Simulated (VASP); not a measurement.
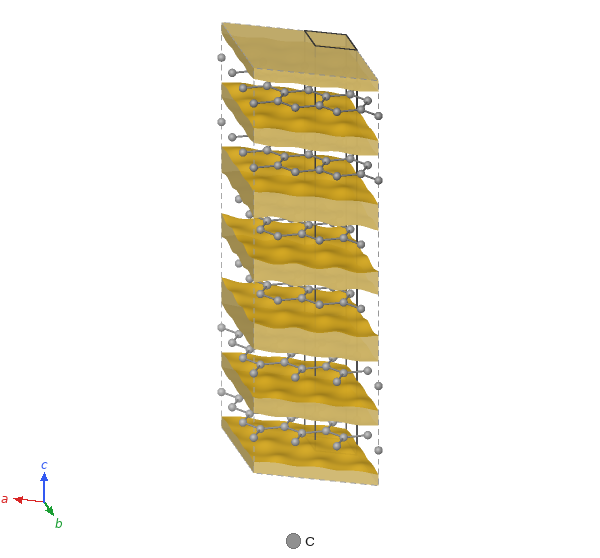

Crystal voids of C in space group R-3m: the yellow surface encloses the regions where the procrystal electron density, the sum of the densities of spherically averaged neutral Hartree-Fock atoms, is below 0.01 e/bohr³ (3×3×1 cells, view from a free direction). No self-consistent density enters. Pale faces close the region where the drawn box cuts it. The usual level for crystal voids is 0.002 e/bohr³; this crystal has almost no region below it, so a higher level is used, which marks the interstitial space of lowest density.

The cell is taken from a cell listed in the Materials Project, as set up for an electronic-structure calculation.

```cif
data_structure
_symmetry_space_group_name_H-M 'R-3m:H'
_symmetry_Int_Tables_number 166
_cell_length_a 2.4664
_cell_length_b 2.4664
_cell_length_c 24.8478
_cell_angle_alpha 90.000
_cell_angle_beta 90.000
_cell_angle_gamma 120.000
_cell_volume 130.90
loop_
_atom_site_label
_atom_site_type_symbol
_atom_site_symmetry_multiplicity
_atom_site_Wyckoff_symbol
_atom_site_fract_x
_atom_site_fract_y
_atom_site_fract_z
_atom_site_occupancy
C1 C 6 c 0.00000 0.00000 0.08717 1
C2 C 6 c 0.66667 0.33333 0.08718 1
```

Q: What share of the cell is void by this measure?

A: The voids take about 31 % of the cell (41 Å³ of 130.9 Å³) and are bounded by about 64 Å² of surface per cell.

Q: What shape does the empty space take in three dimensions?

A: Where they connect, they form a two-dimensional network in layers parallel to (001).

Q: How low does the density fall, and where?

A: To about 0.003 e/bohr³ near 0.00, 0.00, 0.33 (fractional), 2.2 Å from the nearest nucleus.

Q: At what density do the voids first join through the crystal?

A: At about 0.003 e/bohr³, as a two-dimensional network in layers parallel to (001).
